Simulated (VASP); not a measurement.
## Geometry relaxation of PtTe2 (part 2 of 3)

Continued. System: PtTe2 (P-3m1, 3 atoms in the cell). Method: Kohn-Sham DFT of a periodic cell, PBE, VASP PAW PBE potentials, recommended, no spin polarisation (VASP 6.6.1); cutoff 600 eV, 12×12×7 k-mesh, methfessel-paxton of 0.1 eV. The structure derives from an entry of the Crystallography Open Database.

Geometry of the input (Å; fractional positions):
```
4.0100  0.0000  0.0000
-2.0050  3.4728  0.0000
0.0000  0.0000  5.2010
Te 0.3333  0.6667  0.2500
Te 0.6667  0.3333  0.7500
Pt 0.0000  0.0000  0.0000
```

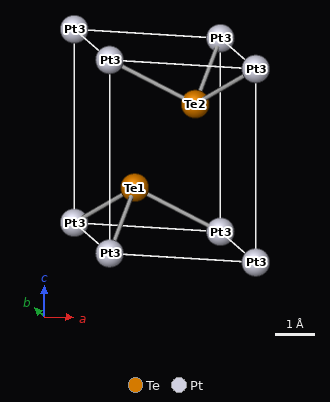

Figure 1. The structure as given in the input (ball-and-stick view of the cell of the calculation, seen slightly off an axis; atoms are numbered from 1 in the order of the input).

### Parts of OUTCAR, continued
```
 Following reciprocal coordinates:
            Coordinates               Weight
  0.000000  0.000000  0.000000      1.000000
  0.083333  0.000000  0.000000      6.000000
  0.166667  0.000000  0.000000      6.000000
  0.250000  0.000000  0.000000      6.000000
  0.333333  0.000000  0.000000      6.000000
  0.416667  0.000000  0.000000      6.000000
  0.500000  0.000000  0.000000      3.000000
  0.083333  0.083333  0.000000      6.000000
  0.166667  0.083333  0.000000     12.000000
  0.250000  0.083333  0.000000     12.000000
  0.333333  0.083333  0.000000     12.000000
  0.416667  0.083333  0.000000     12.000000
  0.166667  0.166667  0.000000      6.000000
  0.250000  0.166667  0.000000     12.000000
  0.333333  0.166667  0.000000     12.000000
  0.416667  0.166667  0.000000      6.000000
  0.250000  0.250000  0.000000      6.000000
  0.333333  0.250000  0.000000     12.000000
  0.333333  0.333333  0.000000      2.000000
  0.000000  0.000000  0.142857      2.000000
  0.083333  0.000000  0.142857      6.000000
  0.000000  0.083333  0.142857      6.000000
  0.166667  0.000000  0.142857      6.000000
  0.000000  0.166667  0.142857      6.000000
 [... further k-points ...]
   k-points           NKPTS =    112   k-points in BZ     NKDIM =    112   number of bands    NBANDS=     15
   number of dos      NEDOS =    301   number of ions     NIONS =      3
   total plane-waves  NPLWV =  43008
   dimension x,y,z NGX =    32 NGY =   32 NGZ =   42
   dimension x,y,z NGXF=    64 NGYF=   64 NGZF=   84
   ions per type =               2   1
   NGX,Y,Z   is equivalent  to a cutoff of  13.27, 13.27, 13.42 a.u.
   NGXF,Y,Z  is equivalent  to a cutoff of  26.53, 26.53, 26.85 a.u.
 SYSTEM =  unknown system
   PREC   = accura    normal or accurate (medium, high low for compatibility)
   ISTART =      0    job   : 0-new  1-cont  2-samecut
   ICHARG =      2    charge: 1-file 2-atom 10-const
   ISPIN  =      1    spin polarized calculation?
   LNONCOLLINEAR =      F non collinear calculations
   LSORBIT =      F    spin-orbit coupling
   LASPH  =      T    aspherical Exc in radial PAW
   ENCUT  =  600.0 eV  44.10 Ry    6.64 a.u.   8.01  8.01 10.39*2*pi/ulx,y,z
   NELM   =     80;   NELMIN=  2; NELMDL= -5     # of ELM steps
   EDIFF  = 0.1E-05   stopping-criterion for ELM
   LREAL  =      F    real-space projection
   EDIFFG = -.1E-01   stopping-criterion for IOM
   NSW    =     90    number of steps for IOM
   IBRION =      2    ionic relax: 0-MD 1-quasi-New 2-CG
   NFREE  =      1    steps in history (QN), initial steepest desc. (CG)
   ISIF   =      3    stress and relaxation
   ISYM   =      2    0-nonsym 1-usesym 2-fastsym
   POTIM  = 0.5000    time-step for ionic-motion
   TEBEG  =    0.0;   TEEND  =   0.0 temperature during run
   PSTRESS=    0.0 pullay stress
   NELECT =      22.0000    total number of electrons
   NUPDOWN=      -1.0000    fix difference up-down
   EMIN   =  10.00;   EMAX   =-10.00  energy-range for DOS
   EFERMI =   0.00;   METHOD = LEGACY
   ISMEAR =     1;   SIGMA  =   0.10  broadening in eV -4-tet -1-fermi 0-gaus
   EFERMI_NEDOS =   21; number of points for ismear=-14 and -15
   IALGO  =     38    algorithm
   IMIX   =      4    mixing-type and parameters
     AMIX     =   0.40;   BMIX     =  1.00
     AMIX_MAG =   1.60;   BMIX_MAG =  1.00
  volume/ion in A,a.u.               =      24.14       162.92
  Fermi-wavevector in a.u.,A,eV,Ry     =   1.100475  2.079597 16.477281  1.211046
  Thomas-Fermi vector in A             =   2.236887
   LORBIT       =      0    0 simple, 1 ext, 2 COOP (PROOUT), +10 PAW based schemes
   GGA     = PE    functional components
   LHFCALC =     F    Hartree Fock is set to
   AEXX    =    0.0000 exact exchange contribution
   IVDW    =     0    specifies the selected vdW correction
   LEPSILON=     F    determine dielectric tensor
   LRPA    =     F    only Hartree local field effects (RPA)
 conjugate gradient relaxation of ions
 non-spin polarized calculation
 Methfessel and Paxton  Order N= 1 SIGMA  =   0.10
  energy-cutoff  :      600.00
  volume of cell :       72.43
 maximum number of plane-waves:      2442
   NGX = 17   NGY = 17   NGZ = 21

--------------------------------------- Ionic step        1  -------------------------------------------

 number of electron      22.0000001 magnetization

 Free energy of the ion-electron system (eV)
  ---------------------------------------------------
  ext. energy  EPLUGINS =         0.00000000
  ---------------------------------------------------
  free energy    TOTEN  =       -13.42648057 eV

  energy without entropy =      -13.42669373  energy(sigma->0) =      -13.42655163

------------------------ aborting loop because EDIFF is reached ----------------------------------------

  FORCE on cell =-STRESS in cart. coord.  units (eV):
  Direction    XX          YY          ZZ          XY          YZ          ZX
  --------------------------------------------------------------------------------------
  -------------------------------------------------------------------------------------
  Total        4.0513401      4.0513401      3.2960803     -0.0000000      0.0000000      0.0000000
  in kB       89.6196114     89.6196114     72.9125250     -0.0000000      0.0000000      0.0000000
  external PRESSURE =      84.0505826 kB  Pullay stress =       0.0000000 kB

 VOLUME and BASIS-vectors are now :
 -----------------------------------------------------------------------------
  energy-cutoff  :      600.00
  volume of cell :       72.43
      direct lattice vectors                 reciprocal lattice vectors
     4.010000000  0.000000000  0.000000000     0.249376559  0.143977623  0.000000000
    -2.005000000  3.472761869  0.000000000     0.000000000  0.287955246  0.000000000
     0.000000000  0.000000000  5.201000000     0.000000000  0.000000000  0.192270717

 POSITION                                       TOTAL-FORCE (eV/Angst)
 -----------------------------------------------------------------------------------
     -0.00000      2.31517      1.30025        -0.000000     -0.000000      1.029426
      2.00500      1.15759      3.90075        -0.000000      0.000000     -1.029426
      0.00000      0.00000      0.00000         0.000000      0.000000      0.000000
 -----------------------------------------------------------------------------------
    total drift:                               -0.000000     -0.000000      0.000000

  FREE ENERGIE OF THE ION-ELECTRON SYSTEM (eV)
  ---------------------------------------------------
  free  energy   TOTEN  =       -13.4264805722 eV

  energy  without entropy=      -13.4266937314  energy(sigma->0) =      -13.42655163

--------------------------------------- Ionic step        2  -------------------------------------------

 number of electron      21.9999998 magnetization

 E-fermi :   6.3225     XC(G=0):  -9.7551     alpha+bet :-11.1810

 val. band max:        6.3191412206   @ k =   0.4167   0.1667   0.0000
 cond. band min:       6.3564116722   @ k =   0.0000   0.0833   0.2857
 fundamental gap:      0.0372704516
 Fermi energy:         6.3224760025

 k-point     1 :       0.0000    0.0000    0.0000
  band No.  band energies     occupation
      1      -6.3846      2.00000
      2      -3.9425      2.00000
      3       0.8704      2.00000
      4       1.7564      2.00000
      5       1.7564      2.00000
      6       3.4360      2.00000
      7       3.4360      2.00000
      8       4.2131      2.00000
      9       5.9328      2.00000
     10       5.9328      2.00000
     11       7.1590     -0.00000
     12       7.1590     -0.00000
     13       7.5000     -0.00000
     14       9.4720      0.00000
     15       9.4847      0.00000

 k-point     2 :       0.0833    0.0000    0.0000
  band No.  band energies     occupation
      1      -6.3273      2.00000
      2      -3.9668      2.00000
      3       0.9428      2.00000
      4       1.7883      2.00000
      5       1.8006      2.00000
      6       3.3810      2.00000
      7       3.4058      2.00000
      8       4.1299      2.00000
      9       5.4915      2.00000
     10       5.7487      2.00000
     11       6.7259     -0.00000
     12       7.3048     -0.00000
     13       7.7686     -0.00000
     14       9.8307      0.00000
     15       9.8922      0.00000

 k-point     3 :       0.1667    0.0000    0.0000
  band No.  band energies     occupation
      1      -6.1603      2.00000
      2      -4.0378      2.00000
      3       1.1504      2.00000
      4       1.8791      2.00000
      5       1.9311      2.00000
      6       3.1255      2.00000
      7       3.3321      2.00000
      8       3.8721      2.00000
      9       4.8775      2.00000
     10       5.3461      2.00000
     11       6.0896      2.00480
     12       7.5981     -0.00000
     13       7.8404     -0.00000
     14      10.3206      0.00000
     15      10.5934      0.00000

 k-point     4 :       0.2500    0.0000    0.0000
  band No.  band energies     occupation
      1      -5.8992      2.00000
      2      -4.1520      2.00000
      3       1.4444      2.00000
      4       2.0118      2.00000
      5       2.1156      2.00000
      6       2.5596      2.00000
      7       3.2597      2.00000
      8       3.6707      2.00000
      9       4.5555      2.00000
     10       4.8787      2.00000
     11       5.4122      2.00000
     12       7.6089     -0.00000
     13       7.8953     -0.00000
     14      10.0732      0.00000
     15      11.3715      0.00000

 k-point     5 :       0.3333    0.0000    0.0000
  band No.  band energies     occupation
      1      -5.5736      2.00000
      2      -4.3087      2.00000
      3       1.4576      2.00000
      4       2.1042      2.00000
      5       2.1513      2.00000
      6       2.5628      2.00000
      7       3.2498      2.00000
      8       3.5989      2.00000
      9       4.3200      2.00000
     10       4.4116      2.00000
     11       4.7613      2.00000
     12       7.1305     -0.00000
     13       8.1374     -0.00000
     14       9.9062      0.00000
     15      11.6814      0.00000

 [... the levels of 18 k-points are left out ...]

 k-point    24 :       0.0000    0.1667    0.1429
  band No.  band energies     occupation
      1      -6.0893      2.00000
      2      -4.1818      2.00000
      3       1.1796      2.00000
      4       1.8482      2.00000
      5       2.1062      2.00000
      6       3.0078      2.00000
      7       3.3531      2.00000
      8       3.8496      2.00000
      9       4.8653      2.00000
     10       5.6416      2.00000
     11       6.7070     -0.00000
     12       7.1049     -0.00000
     13       7.2703     -0.00000
     14       9.8582      0.00000
     15      10.7000      0.00000

 [... further k-points ...]

------------------------ aborting loop because EDIFF is reached ----------------------------------------

  FORCE on cell =-STRESS in cart. coord.  units (eV):
  Direction    XX          YY          ZZ          XY          YZ          ZX
  --------------------------------------------------------------------------------------
  -------------------------------------------------------------------------------------
  Total       -5.1801541     -5.1801541     -3.5976956     -0.0000000      0.0000000      0.0000000
  in kB      -95.9171406    -95.9171406    -66.6159089     -0.0000000      0.0000000      0.0000000
  external PRESSURE =     -86.1500634 kB  Pullay stress =       0.0000000 kB

 VOLUME and BASIS-vectors are now :
 -----------------------------------------------------------------------------
  energy-cutoff  :      600.00
  volume of cell :       86.53
      direct lattice vectors                 reciprocal lattice vectors
     4.271248025  0.000000000  0.000000000     0.234123608  0.135171328  0.000000000
    -2.135624012  3.699009295  0.000000000    -0.000000000  0.270342657 -0.000000000
    -0.000000000  0.000000000  5.476673220     0.000000000  0.000000000  0.182592600

 POSITION                                       TOTAL-FORCE (eV/Angst)
 -----------------------------------------------------------------------------------
     -0.00000      2.46601      1.42146         0.000000      0.000000     -0.943775
      2.13562      1.23300      4.05521        -0.000000     -0.000000      0.943775
      0.00000      0.00000      0.00000        -0.000000      0.000000      0.000000
 -----------------------------------------------------------------------------------
    total drift:                                0.000000     -0.000000     -0.000000

  FREE ENERGIE OF THE ION-ELECTRON SYSTEM (eV)
  ---------------------------------------------------
  free  energy   TOTEN  =       -13.2523548045 eV

  energy  without entropy=      -13.2527547802  energy(sigma->0) =      -13.25248813

--------------------------------------- Ionic step        3  -------------------------------------------

 number of electron      21.9999999 magnetization

------------------------ aborting loop because EDIFF is reached ----------------------------------------

  FORCE on cell =-STRESS in cart. coord.  units (eV):
  Direction    XX          YY          ZZ          XY          YZ          ZX
  --------------------------------------------------------------------------------------
  -------------------------------------------------------------------------------------
  Total       -0.2937399     -0.2937399      0.1367031      0.0000000      0.0000000     -0.0000000
  in kB       -6.0668941     -6.0668941      2.8234617      0.0000000      0.0000000     -0.0000000
  external PRESSURE =      -3.1034421 kB  Pullay stress =       0.0000000 kB

 VOLUME and BASIS-vectors are now :
 -----------------------------------------------------------------------------
  energy-cutoff  :      600.00
  volume of cell :       77.57
      direct lattice vectors                 reciprocal lattice vectors
     4.108935018  0.000000000  0.000000000     0.243372065  0.140510927  0.000000000
    -2.054467509  3.558442108  0.000000000    -0.000000000  0.281021854 -0.000000000
    -0.000000000  0.000000000  5.305397861     0.000000000  0.000000000  0.188487278

 POSITION                                       TOTAL-FORCE (eV/Angst)
 -----------------------------------------------------------------------------------
     -0.00000      2.37229      1.34712        -0.000000      0.000000      0.052080
      2.05447      1.18615      3.95828         0.000000     -0.000000     -0.052080
      0.00000      0.00000      0.00000         0.000000      0.000000      0.000000
 -----------------------------------------------------------------------------------
    total drift:                               -0.000000      0.000000     -0.000000

  FREE ENERGIE OF THE ION-ELECTRON SYSTEM (eV)
  ---------------------------------------------------
  free  energy   TOTEN  =       -13.5677465193 eV

  energy  without entropy=      -13.5681668227  energy(sigma->0) =      -13.56788662

[... ionic steps 4 to 7 ...]
```
